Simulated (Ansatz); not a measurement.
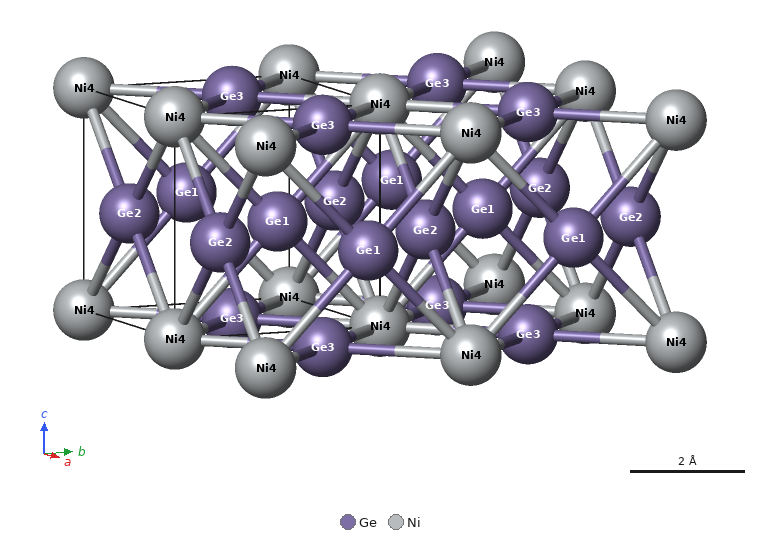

Fig. 1: The structure (ball-and-stick view of the cell of the calculation, repeated 2 × 2 × 1, seen slightly off an axis; atoms are numbered from 1 in the order of the input). An atom can appear more than once, as a periodic image.

## NiGe₃: single-point calculation (part 1 of 3)

The run: single-point calculation of NiGe₃ (Pm-3m, 4 atoms in the cell). Method and program: DFT r2SCAN, scalar-relativistic, plane waves, PAW, spin-polarised (Ansatz 0.2.0).

The structure was built on a prototype by a generator; it need not be a known phase. It belongs to a series of runs on one base structure; here: large parallel starting moments. Figures and captions count atoms from 1; the log counts them from 0 in places.

The program's output
```
Engine: ansatz 0.2.0, aarch64-unknown-linux-gnu
Pseudopotentials: kind: paw
Pseudopotential: Ge, paw, valence charge 14, recommended cutoff 500 eV (meta_gga), Ge.paw.azcp
Pseudopotential: Ni, paw, valence charge 18, recommended cutoff 500 eV (meta_gga), Ni.paw.azcp
Functional definition: r2SCAN
  parameter k0 = 0.174
  parameter k1 = 0.065
  parameter a1 = 4.9479
  exchange = r2scan_x(k0 = k0, k1 = k1, a1 = a1)
  correlation = r2scan_c
Crystal: 4 atoms, lattice volume = 62.263 Å³
Basis set: ecut = 500 eV, 1575 PW (Γ), exchange–correlation on 120×120×120 points (64 copies of the dense FFT grid, shifted against one another)
Bands: 38, of which v1, the nominal top of the filled ones, is band 30 counted from 1 (29 counted from 0)
Symmetry: 48 space group operations
Space group: Pm-3m (ITA 221), of the structure as read, at distance tolerance 4.0e-5 Å
Magnetic group: BNS 221.92 (UNI 1594), of the structure as read, at distance tolerance 4.0e-5 Å
k-points: 56 of 1000
Non-local potential: Ge, projectors of the file, l = 0: 2, l = 1: 2, l = 2: 3, l = 3: 1
Non-local potential: Ni, projectors of the file, l = 0: 3, l = 1: 2, l = 2: 3, l = 3: 1
PAW form: soft (Blöchl's): semilocal exchange-correlation on the pseudo side does not see the compensation charge
PAW frozen core: Ge, regenerated for the run's functional (the file was generated under x = pbe(κ = 0.804, μ = 0.2195149727645171), c = pbe(β = 0.06672455060314922))
PAW frozen core: Ni, regenerated for the run's functional (the file was generated under x = pbe(κ = 0.804, μ = 0.2195149727645171), c = pbe(β = 0.06672455060314922))
PAW one-centre angular grid: Ge, 590 points (default); XC on 160 Gauss nodes
PAW one-centre angular grid: Ni, 590 points (default); XC on 160 Gauss nodes
Initial density: superposition of atomic densities (chi_scale 0.1, normalization cell)
Starting moments: Σ|m| = 2.5 μB on 1 of 4 sites
Initial wavefunctions: pseudopotential atomic-orbital guess
Functional: x = r2scan, c = r2scan; τ floored in thin density (d = 2e-4 eV/Å³)
```
